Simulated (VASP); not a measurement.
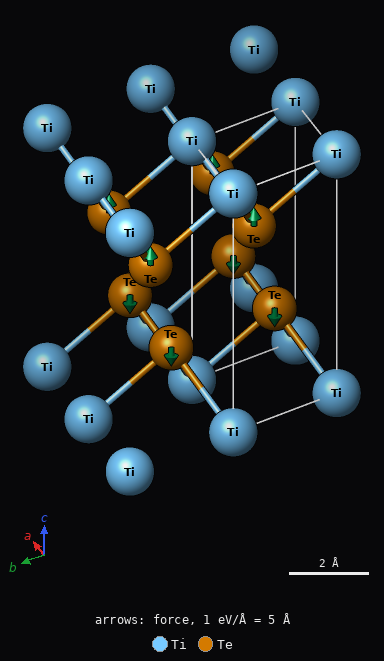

Starting geometry of crystalline TiTe2 (set up in P-3m1) with the computed forces as green arrows. The picture is a ball-and-stick view of the cell of the calculation, repeated 2 × 2 × 1 with one cell outlined, seen from a free direction.

The run lets cell and atoms move.

Theory: VASP, Kohn-Sham DFT of a periodic cell, PBE, VASP PAW PBE potentials, minimal.

Input
```
SYSTEM = TiTe2
  ALGO = Normal
  EDIFF = 1E-6
  EDIFFG = -0.01
  ENCUT = 300
  GGA = PE
  IBRION = 2
  ISIF = 3
  ISMEAR = 1
  LASPH = .TRUE.
  LCHARG = .FALSE.
  LREAL = .FALSE.
  LWAVE = .FALSE.
  NELM = 80
  NSW = 90
  PREC = Accurate
  SIGMA = 0.1
```

Run as
```bash
cat potpaw_PBE.64/Ti/POTCAR potpaw_PBE.64/Te/POTCAR > POTCAR
mpirun -np 1 vasp_std > vasp.out
```

**Is this structure relaxed? If not, where do the atoms go?**

It isn't relaxed: the largest force vector, on Te atoms, is 0.10 eV/Å. The atoms end up moving mostly along the starting forces (cosine between the two patterns 1.00). The largest moves relative to the cell, 0.037 Å, are those of Te atoms. Ti stays in place. Cell: a = b 3.777 → 3.789 Å (+0.3 %), c 6.498 → 6.601 Å (+1.6 %). Volume +2.2 %. The space group stays P-3m1 (No. 164). The energy falls by 4.8 meV per cell of the calculation in 7 geometry steps. Largest force component: 0.1 eV/Å at the start, 0.0011 eV/Å at the end. Pressure: 0.23 GPa at the start and 0.03 GPa at the end. It ran on 1 thread of Intel(R) Xeon(R) Platinum 8175M CPU @ 2.50GHz (Skylake/Cascade Lake), on a shared host.

Limits of the set-up: layers or molecules are held without a dispersion correction, so their spacing is unreliable.
